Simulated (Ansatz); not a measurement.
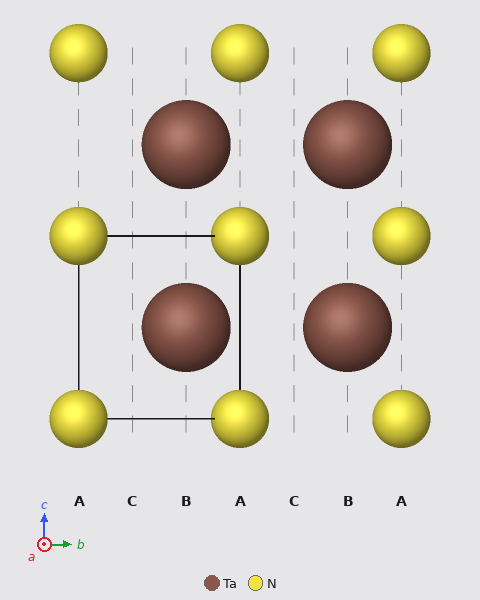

The picture looks along a close-packed row of the hexagonal mesh; c points upwards. The dashed lines mark the three columns A (0, 0), B (1/3, 2/3) and C (2/3, 1/3). The sequence starts with the first layer at or above the cell's origin.

TaN: a calculation's input that goes back to an entry of the Crystallography Open Database (an earlier step may have relaxed or displaced it).

Give the sequence of layers in one repeat, with element and column.

Answer. N(A) – Ta(B) (two layers in 2.88 Å).
